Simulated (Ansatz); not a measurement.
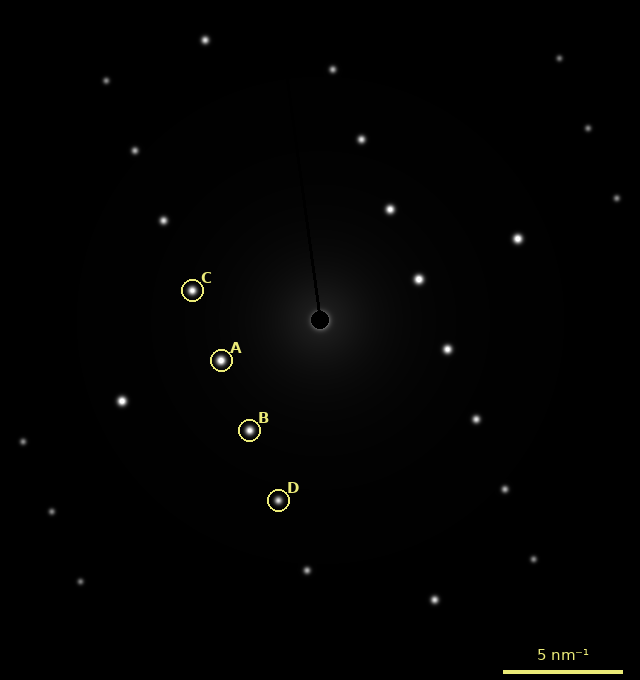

Simulated selected-area electron diffraction pattern (200 kV, kinematic approximation, thin crystal, B = 0.3 Å² for all atoms). The zone axis points towards the electron source and the pattern is seen from the source side.

Crystal: Co, space group Pm-3n (No. 223), a = 4.433 Å. Structure: the input geometry of an electronic-structure calculation (not necessarily at equilibrium); the starting structure was generated, so it need not be a known form of this composition.

```cif
data_structure
_symmetry_space_group_name_H-M 'Pm-3n'
_symmetry_Int_Tables_number 223
_cell_length_a 4.4331
_cell_length_b 4.4331
_cell_length_c 4.4331
_cell_angle_alpha 90.000
_cell_angle_beta 90.000
_cell_angle_gamma 90.000
_cell_volume 87.12
loop_
_atom_site_label
_atom_site_type_symbol
_atom_site_symmetry_multiplicity
_atom_site_Wyckoff_symbol
_atom_site_fract_x
_atom_site_fract_y
_atom_site_fract_z
_atom_site_occupancy
Co1 Co 2 a 0.00000 0.00000 0.00000 1
Co2 Co 6 c 0.25000 0.00000 0.50000 1
```

Spot A is indexed 0 0 -2 and spot B -1 1 -2.

> Index the other marked spots.

C = 2A − B = 1 -1 -2 (d = 1.810 Å). D = −A + 2B = -2 2 -2 (d = 1.280 Å).

> Which zone axis is this?

The cross product of A and B is parallel to [110]; every spot obeys hu + kv + lw = 0.
